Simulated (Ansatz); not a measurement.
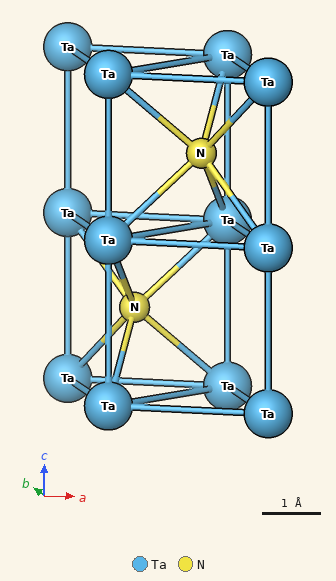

Lattice vibrations of solid TaN relaxed at 7 GPa, space group P6₃/mmc (No. 194), at the zone centre. A ball-and-stick model of the cell of the calculation, seen slightly off an axis.

All numbers below come from Ansatz, DFT PBE, scalar-relativistic, plane waves, PAW. (plane-wave cutoff 420 eV; k-point mesh 18 × 18 × 8; occupations fermi dirac; smearing width 0.15 eV; target pressure 7 GPa; no spin polarisation)

The frequencies depend somewhat on the k-mesh and the smearing.

Give the spectrum at this point.

The calculation's cell holds 4 atoms, so there are 9 optical modes, in 5 levels. No level is unstable.

| level | symmetry | frequency (cm⁻¹) | activity |
| --- | --- | --- | --- |
| 1 | E₂u | 145 | silent |
| 2 | B₂u | 260 | silent |
| 3 | E₁u | 419 | infrared-active |
| 4 | triply degenerate | 500 | not assigned |
| 5 | B₁g | 552 | silent |

The crystal is a metal, so free carriers screen the infrared response.

The displacement patterns (one member of each degenerate set):

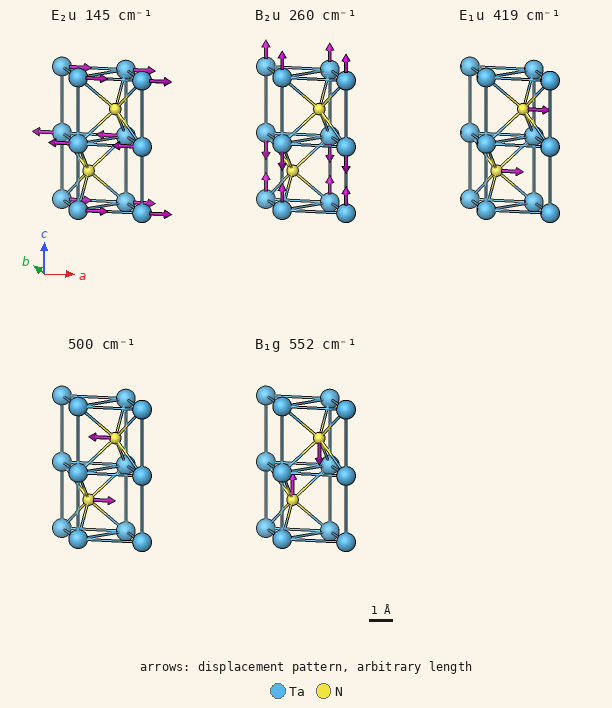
